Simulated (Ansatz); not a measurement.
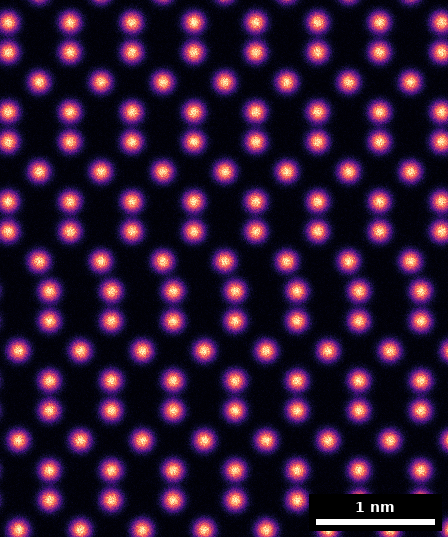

Z-contrast image of Cs (P6/mmm, No. 191) along [100]. Simulated incoherent Z contrast: every atom adds Z^1.6 spread by a probe of 1.30 Å full width; channelling and multiple scattering are left out. Shot noise was added.

One planar defect was built into the perfect crystal by geometry alone, without relaxation. Host structure: the end point of a relaxation with DFT PBE, scalar-relativistic, plane waves, PAW (Ansatz); the starting structure was generated, so it need not be a known form of this composition.

> Find the planar defect and say what kind it is.

A planar fault (a stacking fault) runs horizontally about 23 Å below the top edge. The part above it is shifted along the boundary by 1/3 of the 5.26 Å repeat of the rows (1.8 Å to the right, the same as 3.5 Å to the left); both parts keep the same orientation.
